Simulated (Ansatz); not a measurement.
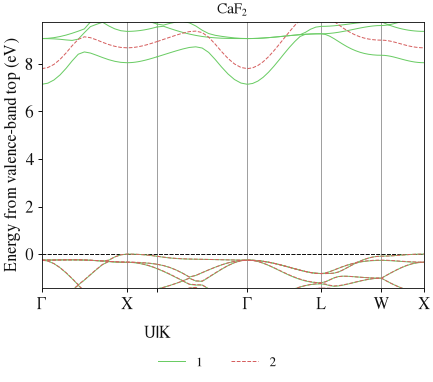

Band structures of CaF$_{2}$, space group Fm-3m, 3 atoms in the cell, by two methods on the same cell. Each is counted from its own valence-band top.

Question: Which curve is which? The methods: r2SCAN, PBE.

Answer: 1 is PBE; 2 is r2SCAN. PBE gives a gap of 7.14 eV along the path and r2SCAN gives a gap of 7.80 eV along the path.

Settings. PBE: DFT PBE, scalar-relativistic, plane waves, PAW, no spin polarisation, 8×8×8 k mesh, 420 eV cutoff, Gaussian smearing of 0.02 eV (Ansatz). r2SCAN: DFT r2SCAN, scalar-relativistic, plane waves, PAW, no spin polarisation, 8×8×8 k mesh, 500 eV cutoff, Gaussian smearing of 0.02 eV (Ansatz).
